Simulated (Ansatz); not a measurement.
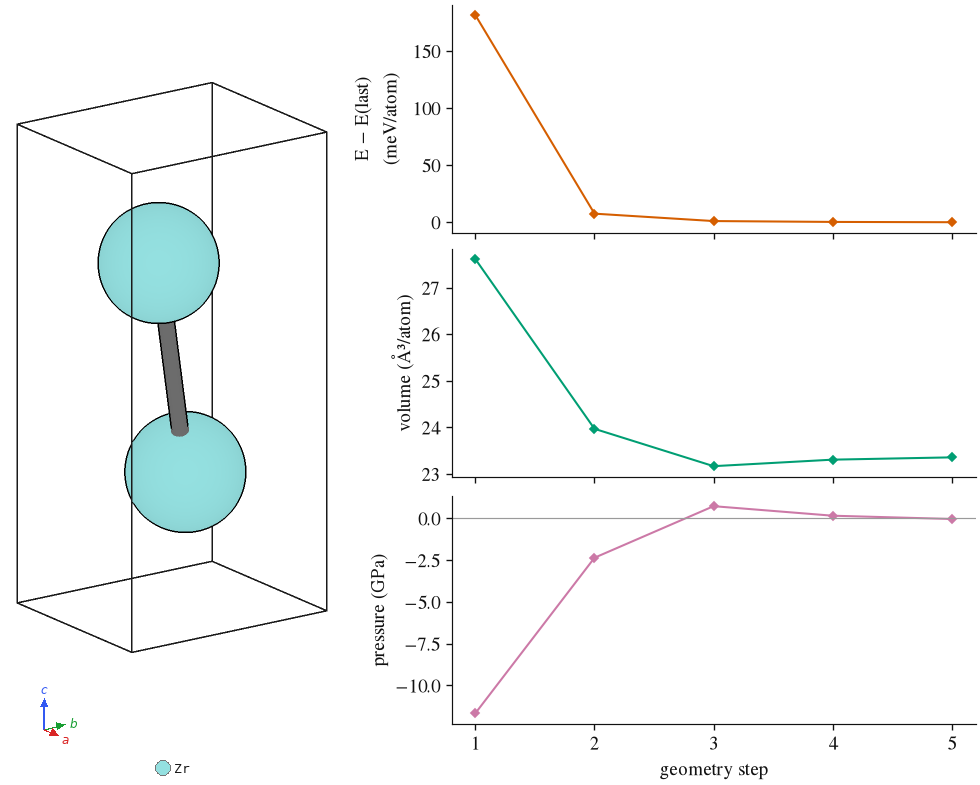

Beside the plot: the structure at the start.

History of a geometry optimisation. The run: Zr (P6_3/mmc, 2 atoms in the cell), by Ansatz 0.2.0, DFT PBE, scalar-relativistic, plane waves, PAW; cutoff 420 eV, 6×6×4 k-mesh, Gaussian smearing of 0.1 eV. Atoms and cell relax. A closing SCF on a freshly chosen basis isn't drawn.

The optimisation met its thresholds at geometry 5, counting the start as the first. The energy fell by about 180 meV/atom from the first step to the last. All forces vanish by symmetry, so only the cell moves. The volume shrinks from 27.6 to 23.4 Å³ per atom (−15 %), as the pressure goes from −12 GPa to about 0 GPa.
